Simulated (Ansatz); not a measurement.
# Geometry relaxation, with input and output: B₃P₃H₂ (part 4 of 4)

The same run, continued: B₃P₃H₂ (8 atoms in the cell); DFT PBE, scalar-relativistic, plane waves, PAW, spin-polarised (Ansatz 0.2.0); cutoff 420 eV, 1×1×17 k-mesh, Gaussian smearing of 0.05 eV, collinear spins. It belongs to a series of runs on one base structure; here: zigzag ribbon, 3 formula units a period, edges capped with H, edge spins opposed.

Geometry of the input (Å; fractional positions):
```
18.1000  0.0000  0.0000
0.0000  9.3000  0.0000
0.0000  0.0000  3.2140
B  0.3782  0.5000  1.0000
B  0.5320  0.5000  0.5000
B  0.6858  0.5000  1.0000
P  0.3269  0.5000  0.5000
P  0.4807  0.5000  0.0000
P  0.6345  0.5000  0.5000
H  0.7515  0.5000  1.0000
H  0.2485  0.5000  0.5000
```

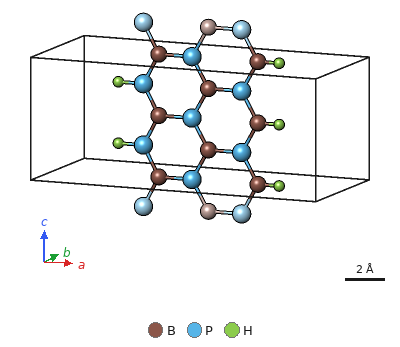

The geometry at step 3 of the log (ball-and-stick view of the 2 repeat of the cell, with the vacuum cut short, seen slightly off an axis; neighbours outside the cell are drawn fainter).

Output, continued
```
--- Per-component energies (eV) ---
  E_band       = -232.083926
  E_kinetic    = 380.851383
  E_local      = -3606.965570  (includes V_loc(G=0)·N_el)
  E_nonlocal   = 141.455957
  E_hartree    = 1600.185700
  E_xc         = -295.981634
  E_vxc        = -315.461335  (∫ρ·V_xc dr)
  E_paw        = -1945.377531  (= ΣΔE_a)
  E_vpaw       = -32.333241  (= ΣTr[D̂ρ^β])
  E_aug_tail   = -0.002517  (compensation charges beyond the density's cutoff)
  E_ewald      = 959.523859
  E_smearing   = -0.000000  (= −TS)
  E_closure    = -0.000000  (closes the sum)
  Σ components = -2766.310354   (vs F -2766.310354, Δ=0.00e0)
--- Forces (eV/Å), atoms counted from 1 ---
  atom   1  B      0.00270567     0.00000000     0.00000000
  atom   2  B     -0.00257342     0.00000000     0.00000000
  atom   3  B      0.00287964     0.00000000     0.00000000
  atom   4  P     -0.00030065     0.00000000     0.00000000
  atom   5  P     -0.00336391     0.00000000     0.00000000
  atom   6  P      0.00333490     0.00000000     0.00000000
  atom   7  H     -0.00001449     0.00000000     0.00000000
  atom   8  H     -0.00266773     0.00000000     0.00000000
  max |Σ_I F_I| component: 3.88e-9 eV/Å
--- Stress (GPa, compression-positive) ---
        0.004167       0.000000       0.000000
        0.000000       0.010246       0.000000
        0.000000       0.000000       0.006292
  P = ⅓ Tr σ = 0.0069 GPa (0.069 kbar)
--- Band table (eV; the first three rows and the last of 18) ---
  k-point 0 ↑: bands = ["-16.4099", "-15.6049", "-14.4974", "-10.8114", "-9.3009", "-7.2363", "-6.7949", "-6.5338", "-5.9071", "-5.8203", "-5.3322", "-4.9604", "-4.6697", "-0.5941", "-0.0851", "0.5271", "0.7387", "0.9106", "1.3165", "1.3458", "1.4391", "1.8124", "2.5543"]
  k-point 1 ↑: bands = ["-16.3714", "-15.5679", "-14.4634", "-10.7884", "-9.2903", "-7.2583", "-6.7524", "-6.7312", "-6.0464", "-5.8651", "-5.3436", "-5.1614", "-4.6277", "-0.6003", "0.1908", "0.7439", "0.7810", "0.9501", "1.3098", "1.4137", "1.5876", "1.8589", "2.4974"]
  k-point 2 ↑: bands = ["-16.2563", "-15.4579", "-14.3630", "-10.7240", "-9.2692", "-7.4530", "-7.1106", "-6.6252", "-6.5815", "-5.7396", "-5.6620", "-5.4199", "-4.5024", "-0.6322", "0.6847", "0.9235", "1.0415", "1.2627", "1.4094", "1.5593", "1.8468", "2.0531", "2.6710"]
  k-point 8 ↓: bands = ["-14.2257", "-13.9206", "-13.7181", "-11.1717", "-10.8820", "-10.4840", "-8.7468", "-7.8108", "-7.1172", "-6.7787", "-4.3331", "-3.9615", "-3.3140", "-1.8626", "-1.3143", "-0.8186", "0.3069", "0.6114", "2.2163", "2.6190", "3.8023", "4.1842", "4.3050"]
--- Relaxed structure (4 steps of the walk, 4 accepted, 1 SCFs on fresh bases) ---
  F+E_penalty+E_count = -2766.31035375 eV   max|allowed force component| = 3.364e-3 eV/Å   (the final SCF, on the basis selected at the relaxed cell)
  cell:  # Å, volume = 542.5917 Å³
    - [18.1, 0.0, 0.0]
    - [0.0, 9.3, 0.0]
    - [0.0, 0.0, 3.223380819850538]
  atoms:
    - { symbol: B, position: [0.3768931326991319, 0.5, 0.9999999999999999] }
    - { symbol: B, position: [0.5309341635410911, 0.5, 0.49999999999999994] }
    - { symbol: B, position: [0.6848005709753239, 0.5, 0.9999999999999999] }
    - { symbol: P, position: [0.32908009725856807, 0.5, 0.49999999999999994] }
    - { symbol: P, position: [0.4801639133420779, 0.5, 0.0] }
    - { symbol: P, position: [0.6342039072563643, 0.5, 0.49999999999999994] }
    - { symbol: H, position: [0.7508516414669452, 0.5, 0.9999999999999999] }
    - { symbol: H, position: [0.25119412046049766, 0.5, 0.49999999999999994] }
--- Löwdin populations: 8 sites ---
  site symbol       q [e]    m [muB]
     0      B      3.5782     0.0000
     1      B      3.5564     0.0000
     2      B      3.4120     0.0000
     3      P      4.4985    -0.0000
     4      P      4.3489    -0.0000
     5      P      4.3649    -0.0000
     6      H      0.8954    -0.0000
     7      H      0.9553     0.0000
  spilling = 0.015015 (of n_electrons = 26.000000)
```

File populations.tsv
```
# site	symbol	l	j	q_up	q_dn
# orbitals = lowdin
# n_electrons = 26.000000
# spilling = 0.015015
0	B	0_2S	-	0.436622	0.436622
0	B	1_2P	-	1.352458	1.352458
1	B	0_2S	-	0.444525	0.444525
1	B	1_2P	-	1.333692	1.333691
2	B	0_2S	-	0.451712	0.451712
2	B	1_2P	-	1.254293	1.254293
3	P	0_3S	-	0.550986	0.550986
3	P	1_3P	-	1.698267	1.698267
4	P	0_3S	-	0.541490	0.541490
4	P	1_3P	-	1.632977	1.632977
5	P	0_3S	-	0.546247	0.546247
5	P	1_3P	-	1.636195	1.636195
6	H	0_1S	-	0.447675	0.447675
7	H	0_1S	-	0.477668	0.477668
```

Trajectory as extended XYZ (Å, eV, eV/Å), 5 frames, from step=1 to step=5
```
8
Lattice="18.1000 0.0000 0.0000 0.0000 9.3000 0.0000 0.0000 0.0000 3.2140" Properties=species:S:1:pos:R:3:forces:R:3 step=1 energy=-2766.27697 pressure_GPa=-0.10
B     6.8455    4.6500    3.2140   -1.0404   0.0000   0.0000
B     9.6289    4.6500    1.6070   -0.2975   0.0000   0.0000
B    12.4123    4.6500    3.2140   -0.2421   0.0000   0.0000
P     5.9177    4.6500    1.6070    0.6923   0.0000   0.0000
P     8.7011    4.6500    0.0000    0.1889   0.0000   0.0000
P    11.4845    4.6500    1.6070    0.3360   0.0000   0.0000
H    13.6023    4.6500    3.2140    0.1187   0.0000   0.0000
H     4.4977    4.6500    1.6070    0.2441   0.0000   0.0000
8
Lattice="18.1000 0.0000 0.0000 0.0000 9.3000 0.0000 0.0000 0.0000 3.2295" Properties=species:S:1:pos:R:3:forces:R:3 step=2 energy=-2766.30498 pressure_GPa=-0.05
B     6.8374    4.6500    3.2295   -0.4525   0.0000   0.0000
B     9.6132    4.6500    1.6147   -0.1096   0.0000   0.0000
B    12.3902    4.6500    3.2295   -0.0474   0.0000   0.0000
P     5.9534    4.6500    1.6147    0.2388   0.0000   0.0000
P     8.6962    4.6500    0.0000    0.1163   0.0000   0.0000
P    11.4749    4.6500    1.6147    0.1423   0.0000   0.0000
H    13.5838    4.6500    3.2295    0.0457   0.0000   0.0000
H     4.5409    4.6500    1.6147    0.0663   0.0000   0.0000
8
Lattice="18.1000 0.0000 0.0000 0.0000 9.3000 0.0000 0.0000 0.0000 3.2230" Properties=species:S:1:pos:R:3:forces:R:3 step=3 energy=-2766.31007 pressure_GPa=-0.01
B     6.8192    4.6500    3.2230    0.0222   0.0000   0.0000
B     9.6101    4.6500    1.6115    0.0024   0.0000   0.0000
B    12.3980    4.6500    3.2230   -0.0134   0.0000   0.0000
P     5.9540    4.6500    1.6115    0.0049   0.0000   0.0000
P     8.6893    4.6500    0.0000    0.0142   0.0000   0.0000
P    11.4812    4.6500    1.6115   -0.0180   0.0000   0.0000
H    13.5936    4.6500    3.2230   -0.0015   0.0000   0.0000
H     4.5446    4.6500    1.6115   -0.0107   0.0000   0.0000
8
Lattice="18.1000 0.0000 0.0000 0.0000 9.3000 0.0000 0.0000 0.0000 3.2234" Properties=species:S:1:pos:R:3:forces:R:3 step=4 energy=-2766.31013 pressure_GPa=0.01
B     6.8218    4.6500    3.2234    0.0027   0.0000   0.0000
B     9.6099    4.6500    1.6117   -0.0026   0.0000   0.0000
B    12.3949    4.6500    3.2234    0.0029   0.0000   0.0000
P     5.9563    4.6500    1.6117   -0.0003   0.0000   0.0000
P     8.6910    4.6500    0.0000   -0.0034   0.0000   0.0000
P    11.4791    4.6500    1.6117    0.0033   0.0000   0.0000
H    13.5904    4.6500    3.2234    0.0000   0.0000   0.0000
H     4.5466    4.6500    1.6117   -0.0027   0.0000   0.0000
8
Lattice="18.1000 0.0000 0.0000 0.0000 9.3000 0.0000 0.0000 0.0000 3.2234" Properties=species:S:1:pos:R:3:forces:R:3 step=5 energy=-2766.31035 pressure_GPa=0.01
B     6.8218    4.6500    3.2234    0.0027   0.0000   0.0000
B     9.6099    4.6500    1.6117   -0.0026   0.0000   0.0000
B    12.3949    4.6500    3.2234    0.0029   0.0000   0.0000
P     5.9563    4.6500    1.6117   -0.0003   0.0000   0.0000
P     8.6910    4.6500    0.0000   -0.0034   0.0000   0.0000
P    11.4791    4.6500    1.6117    0.0033   0.0000   0.0000
H    13.5904    4.6500    3.2234    0.0000   0.0000   0.0000
H     4.5466    4.6500    1.6117   -0.0027   0.0000   0.0000
```

Key numbers

- outcome: converged
- electrons treated: 26
- free energy: −2766.3104 eV
- Fermi energy: −2.559 eV
- gap on the k-point mesh: 1.29 eV
- net moment of the cell: 0.00 μB
- integrated absolute moment: 0.00 μB
- final volume: 542.59 Å³
- largest force (length of the vector) at the end: 0.003 eV/Å
- hardware: 4 threads of Intel Xeon (Sapphire Rapids), 32 GiB of memory available, shared host
- wall time: 49 s (CPU time 3.1 min)
- peak memory: 1 GiB

Remarks

Warnings of the run: some starting moments were not kept; the exchange-correlation potential is rough where the density is thin.
